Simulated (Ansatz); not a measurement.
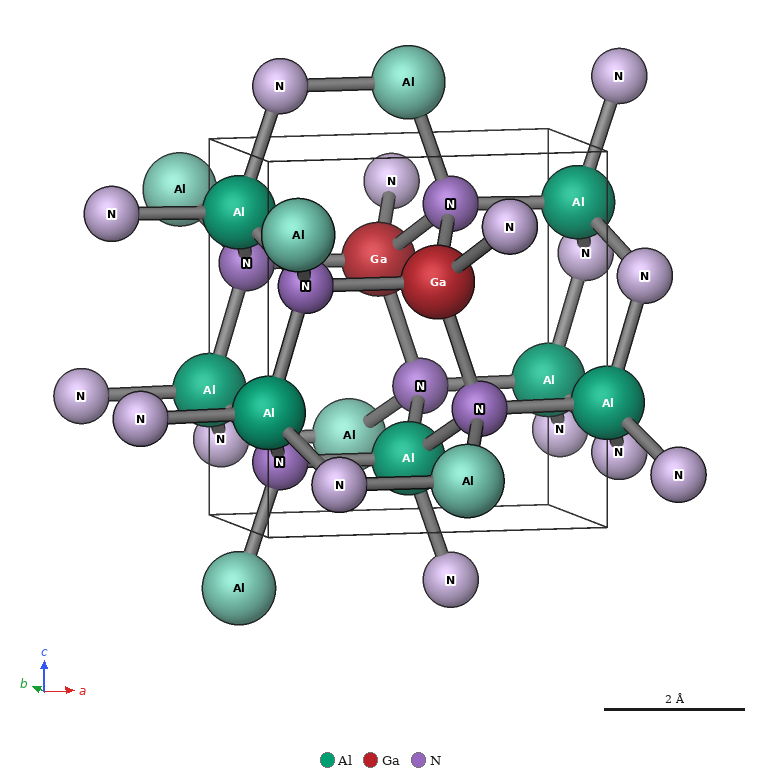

*The structure as given in the input (ball-and-stick view of the cell of the calculation, seen slightly off an axis; neighbours outside the cell are drawn fainter). An atom can appear more than once, as a periodic image.*

# Band-structure calculation of Al3GaN4 (part 1 of 2)

System: Al3GaN4 (Pm, 8 atoms in the cell).
Method: DFT, r2SCAN, plane waves, PAW, no spin polarisation (Ansatz 0.2.0).

The structure derives from a Materials Project entry. The geometry comes from this level: r2SCAN.

## The input
```yaml
crystal:
  lattice:
    - [5.0381684994, 0.0, 3.4344e-06]
    - [0.0, 3.1249684779, 0.0]
    - [-0.00335264, 0.0, 5.41043663]
  atoms:
    - { symbol: Al, position: [0.5002494133, 0.5, 0.1672663413] }
    - { symbol: Al, position: [0.0006703331, 0.5, 0.834913103] }
    - { symbol: Al, position: [0.001004783, 0.0, 0.3316322895] }
    - { symbol: Ga, position: [0.4994873078, 0.0, 0.6662044766] }
    - { symbol: "N", position: [0.1106972259, 0.0, 0.6663160725] }
    - { symbol: "N", position: [0.1226670622, 0.5, 0.1671271754] }
    - { symbol: "N", position: [0.6254040147, 0.5, 0.8406786883] }
    - { symbol: "N", position: [0.6234188599, 0.0, 0.3258628534] }
kpoints:
  mp_grid: { grid: [6, 8, 6] }
  band_path:
    path:
      - [0.0, 0.0, 0.0]
      - [0.0, 0.5, 0.0]
      - [0.0, 0.5, 0.5]
      - [0.0, 0.0, 0.5]
      - [-0.5, 0.0, 0.5]
      - [-0.5, 0.5, 0.5]
      - [-0.5, 0.5, 0.0]
      - [-0.5, 0.0, 0.0]
      - [0.0, -0.015625, 0.0]
    npoints: 1
hamiltonian:
  xc: r2scan
scf:
  occupations: { method: fixed }
  n_extra_bands: 6
output:
  forces: true
  stress: true
  eigenvalues: true
  write_density: true
  write_potential: true
  elf: true
  volumetric_format: npy
```

Machine: 4 threads of Intel Xeon @ 2.50GHz (Skylake/Cascade Lake), 32 GiB of memory available, shared host.

Launch command:
```bash
ansatz run input.yaml --threads 4 --pin off --max-ram 5529MiB --backend cpu --events-out ev --progress --plain --runs-dir out
```

## What the program printed
```
scf.n_extra_bands = 6 over 21 filled bands (N_el = 42.0): the run solves 27 bands
Engine: ansatz 0.2.0, x86_64-unknown-linux-gnu
Pseudopotentials: kind: paw
Pseudopotential: Al, paw, valence charge 3, recommended cutoff 500 eV (meta_gga), Al.paw.azcp
Pseudopotential: Ga, paw, valence charge 13, recommended cutoff 500 eV (meta_gga), Ga.paw.azcp
Pseudopotential: N, paw, valence charge 5, recommended cutoff 500 eV (meta_gga), N.paw.azcp
Functional definition: r2SCAN
  parameter k0 = 0.174
  parameter k1 = 0.065
  parameter a1 = 4.9479
  exchange = r2scan_x(k0 = k0, k1 = k1, a1 = a1)
  correlation = r2scan_c
Crystal: 8 atoms, lattice volume = 85.183 Å³
Basis set: ecut = 500 eV, 2167 PW (Γ), exchange–correlation on 160×96×160 points (64 copies of the dense FFT grid, shifted against one another)
Bands: 27, of which v1, the nominal top of the filled ones, is band 21 counted from 1 (20 counted from 0)
Symmetry: 2 space group operations
Space group: Pm (ITA 6), of the structure as read, at distance tolerance 4.4e-5 Å
k-points: 100 of 288 (time reversal used)
Non-local potential: Al, projectors of the file, l = 0: 2, l = 1: 2, l = 2: 1
Non-local potential: Ga, projectors of the file, l = 0: 2, l = 1: 2, l = 2: 3, l = 3: 1
Non-local potential: N, projectors of the file, l = 0: 2, l = 1: 2, l = 2: 1
PAW form: soft (Blöchl's): semilocal exchange-correlation on the pseudo side does not see the compensation charge
PAW frozen core: Al, regenerated for the run's functional (the file was generated under x = pbe(κ = 0.804, μ = 0.2195149727645171), c = pbe(β = 0.06672455060314922))
PAW frozen core: Ga, regenerated for the run's functional (the file was generated under x = pbe(κ = 0.804, μ = 0.2195149727645171), c = pbe(β = 0.06672455060314922))
PAW frozen core: N, regenerated for the run's functional (the file was generated under x = pbe(κ = 0.804, μ = 0.2195149727645171), c = pbe(β = 0.06672455060314922))
PAW one-centre angular grid: Al, 302 points (default); XC on 160 Gauss nodes
PAW one-centre angular grid: Ga, 590 points (default); XC on 160 Gauss nodes
PAW one-centre angular grid: N, 302 points (default); XC on 160 Gauss nodes
Initial density: superposition of atomic densities (neutral atoms: chi_scale 0, normalization atom), corrected by the library's trained network
Initial wavefunctions: pseudopotential atomic-orbital guess
Functional: x = r2scan, c = r2scan; τ floored in thin density (d = 2e-4 eV/Å³)
SCF iter   1: F=—  HF=-6961.569190 eV  |F-HF|=—  |Δ(HF+E_count)|=         —  Δρ=8.38e-3  dr2=4.41e-2  dr2_τ=5.62e-1  ethr=1.77e-3  ⟨swp⟩=4.6  Hψ=11458  notcnv=0  defer=357
preconditioner: auto → Resta (q_TF=auto, 2.425 Å⁻¹)  ε∞=4.0  [insulator: Δε(μ)=4.062 eV  Ē_g=15.179 eV  n_scr=20 (ndim 8)  ℏωp=26.1 eV  f_vac=0.000  ε∞_Penn≈4.0]
SCF iter   2: F=—  HF=-6961.813541 eV  |F-HF|=—  |Δ(HF+E_count)|=   2.44e-1  Δρ=5.18e-3  dr2=1.83e-2  dr2_τ=3.49e-4  ethr=1.05e-4  ⟨swp⟩=3.0  Hψ=6034  notcnv=0  defer=400
SCF iter   3: F=—  HF=-6961.811067 eV  |F-HF|=—  |Δ(HF+E_count)|=   2.47e-3  Δρ=2.59e-3  dr2=2.84e-3  dr2_τ=2.94e-4  ethr=4.37e-5  ⟨swp⟩=2.0  Hψ=4439  notcnv=0  defer=400
SCF iter   4: F=—  HF=-6961.810343 eV  |F-HF|=—  |Δ(HF+E_count)|=   7.24e-4  Δρ=3.55e-4  dr2=8.70e-5  dr2_τ=3.41e-5  ethr=6.77e-6  ⟨swp⟩=2.0  Hψ=4743  notcnv=0  defer=400
SCF iter   5: F=—  HF=-6961.810357 eV  |F-HF|=—  |Δ(HF+E_count)|=   1.37e-5  Δρ=1.33e-4  dr2=1.37e-5  dr2_τ=1.07e-6  ethr=2.07e-7  ⟨swp⟩=2.8  Hψ=4840  notcnv=0  defer=330
SCF iter   6: F=—  HF=-6961.810360 eV  |F-HF|=—  |Δ(HF+E_count)|=   2.74e-6  Δρ=6.20e-5  dr2=3.41e-6  dr2_τ=5.99e-7  ethr=3.27e-8  ⟨swp⟩=2.0  Hψ=4583  notcnv=0  defer=372
SCF iter   7: F=—  HF=-6961.810359 eV  |F-HF|=—  |Δ(HF+E_count)|=   6.98e-7  Δρ=1.32e-5  dr2=1.34e-7  dr2_τ=1.04e-8  ethr=8.12e-9  ⟨swp⟩=2.0  Hψ=3928  notcnv=0  defer=380
SCF iter   8: F=-6961.810359 eV  HF=-6961.810359 eV  |F-HF|=2.37e-9  |Δ(HF+E_count)|=   2.80e-8  Δρ=4.08e-6  dr2=1.31e-8  dr2_τ=1.17e-9  ethr=2.38e-10  ⟨swp⟩=15.2  Hψ=20202  notcnv=0
SCF 1 converged in 8 iterations: F = -6961.810359 eV  dr2 = 1.31e-8
  greatest PAW one-centre occupation: 0.995 electrons in one spin orbital (limit 2), on the Ga atom at site 3 (counted from 0), in its partial waves of l = 2
```

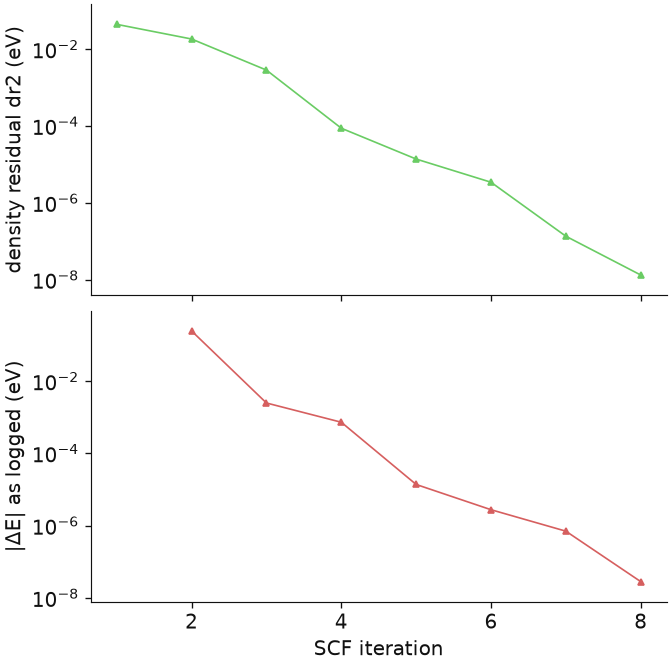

*Convergence of the self-consistent field: density residual dr2 and size of the energy change against the SCF iteration.*

The residual falls at every step.

```
NSCF: frozen V_eff on 9 k-points
SCF converged after 8 iterations
Free energy (F): -6961.810359 eV
Harris-Foulkes:  -6961.810359 eV  (|F-HF|=2.37e-9)
Internal energy: -6961.810359 eV  (E = F + TS)
E sigma→0 (E₀):  -6961.810359 eV
Fermi energy:    7.564300 eV
--- Per-component energies (eV) ---
  E_band       = 6.903745
  E_kinetic    = 729.061672
  E_local      = -3170.461974  (includes V_loc(G=0)·N_el)
  E_nonlocal   = 639.340175
  E_hartree    = 1403.160085
  E_xc         = -418.476780
  E_vxc        = -501.324805  (∫ρ·V_xc dr)
  E_paw        = -3944.798716  (= ΣΔE_a)
  E_vpaw       = -523.071214  (= ΣTr[D̂ρ^β])
  E_aug_tail   = 0.000026  (compensation charges beyond the density's cutoff)
  E_vtau       = 27.042848  (kinetic-family band-sum trace: ∫τ·v_τ [+ j·A + Jᵃ·Aᵃ] dr)
  E_ewald      = -2198.683196
  E_core_change = -0.951652  (= ΣΔE_core)
  E_smearing   = -0.000000  (= −TS)
  E_closure    = -0.000000  (closes the sum)
  Σ components = -6961.810359   (vs F -6961.810359, Δ=0.00e0)
--- Forces (eV/Å), atoms counted from 1 ---
  atom   1  Al     0.00034085     0.00000000     0.00061795
  atom   2  Al     0.00048376     0.00000000     0.00060249
  atom   3  Al     0.00107593     0.00000000    -0.00064718
  atom   4  Ga    -0.00002319     0.00000000    -0.00036897
  atom   5  N     -0.00107572     0.00000000    -0.00004191
  atom   6  N     -0.00013395     0.00000000     0.00007700
  atom   7  N     -0.00024655    -0.00000000     0.00010913
  atom   8  N     -0.00008497    -0.00000000    -0.00035363
  max |Σ_I F_I| component: 3.36e-4 eV/Å
--- Stress (GPa, compression-positive) ---
        0.005069       0.000000      -0.000472
        0.000000      -0.000511       0.000000
       -0.000430       0.000000      -0.001143
  P = ⅓ Tr σ = 0.0011 GPa (0.011 kbar)
--- Band table (eV; the first three rows and the last of 100) ---
  k-point 0: bands = ["-8.5921", "-7.1448", "-7.1054", "-6.2758", "-5.6865", "-5.5829", "-5.4986", "-4.9977", "-4.7250", "1.1925", "1.8546", "3.1372", "3.9840", "5.2901", "5.6815", "6.6069", "6.6520", "6.8035", "7.4730", "7.5578", "7.5643", "11.7104", "13.8046", "14.1737", "14.3993", "16.0323", "18.4396"]
  k-point 1: bands = ["-8.5097", "-7.2672", "-7.0484", "-6.3415", "-5.6867", "-5.5837", "-5.4987", "-5.0422", "-4.7029", "1.3109", "2.1025", "3.3294", "3.6476", "5.3624", "6.0183", "6.2380", "6.5070", "6.8291", "7.0287", "7.5140", "7.5304", "12.1509", "13.9928", "14.3414", "14.7302", "16.0202", "18.2315"]
  k-point 2: bands = ["-8.2767", "-7.5387", "-6.9918", "-6.4513", "-5.6870", "-5.5870", "-5.4988", "-5.0817", "-4.7106", "1.6368", "2.7039", "2.9933", "4.0472", "5.2155", "5.5662", "6.0749", "6.2344", "6.6123", "6.9187", "7.3704", "7.4385", "13.0529", "14.2518", "14.8755", "15.3823", "16.0543", "17.4244"]
  k-point 99: bands = ["-7.2852", "-6.8266", "-6.6509", "-6.2004", "-5.6149", "-5.5369", "-5.1853", "-5.0422", "-4.5014", "1.0962", "1.8065", "1.8624", "2.0124", "5.8950", "5.9023", "5.9156", "5.9515", "6.0024", "6.0946", "6.1389", "6.3760", "12.9736", "13.3959", "13.4406", "13.4798", "16.1648", "17.4130"]
```

## File bands.tsv
```
# k_distance	band_0	band_1	band_2	band_3	band_4	band_5	band_6	band_7	band_8	band_9	band_10	band_11	band_12	band_13	band_14	band_15	band_16	band_17	band_18	band_19	band_20	band_21	band_22	band_23	band_24	band_25	band_26
# fermi_ev = 7.564300
# lock_threshold_ev = 1e-6
# [0, 0, 0] at k_distance = 0.000000
# [0, 0.5, 0] at k_distance = 1.005320
# [0, 0.5, 0.5] at k_distance = 1.585974
# [0, 0, 0.5] at k_distance = 2.591294
# [-0.5, 0, 0.5] at k_distance = 3.214852
# [-0.5, 0.5, 0.5] at k_distance = 4.220172
# [-0.5, 0.5, 0] at k_distance = 4.800826
# [-0.5, 0, 0] at k_distance = 5.806146
# [0, -0.015625, 0] at k_distance = 6.430496
# levels_relative_to = fermi_ev
# free_energy_ev = -6961.810359
# largest_residual_norms_ev = 3.153e-4 2.993e-4 2.545e-4 3.228e-4 6.080e-4 5.753e-4 6.770e-4 1.770e-4 1.676e-4 5.595e-4 5.126e-4 6.379e-4 1.041e-3 8.247e-4 8.854e-4 7.605e-4 5.974e-4 7.202e-4 7.698e-4 7.222e-4 7.635e-4 9.726e-4 9.124e-4 6.508e-4 9.557e-4 1.316e-3 1.708e-3
0.000000	-16.156402	-14.709133	-14.669696	-13.840069	-13.250815	-13.147229	-13.062934	-12.561963	-12.289266	-6.371816	-5.709747	-4.427080	-3.580298	-2.274246	-1.882804	-0.957419	-0.912251	-0.760778	-0.091292	-0.006502	0.000000	4.146087	6.240309	6.609401	6.834998	8.468019	10.875315
1.005320	-14.914213	-14.594534	-14.265341	-13.784257	-13.171823	-13.112872	-12.798121	-12.282349	-12.054292	-5.089825	-4.676341	-4.503484	-4.237002	-3.810050	-3.663119	-3.207646	-2.917824	-1.930699	-1.841547	-1.563683	-1.514345	6.360243	6.377855	8.390871	8.511463	8.824747	9.532842
1.585974	-14.914369	-14.528615	-14.271605	-13.740374	-13.168509	-13.102195	-12.783323	-12.368635	-12.080755	-5.963063	-5.579878	-4.607176	-4.247314	-3.641313	-3.459934	-2.258445	-2.257658	-1.919390	-1.851622	-0.812552	-0.647771	5.958706	6.318347	6.534148	6.614793	7.793356	8.899479
2.591294	-15.567112	-15.400257	-14.530423	-14.060347	-13.251425	-13.153548	-13.063091	-12.651353	-12.294719	-5.543286	-5.249592	-3.799535	-3.459832	-2.740562	-2.298456	-1.760865	-1.601738	-0.588135	-0.579032	-0.399219	-0.192793	6.185717	6.524165	7.796720	8.246478	8.621253	8.940329
```
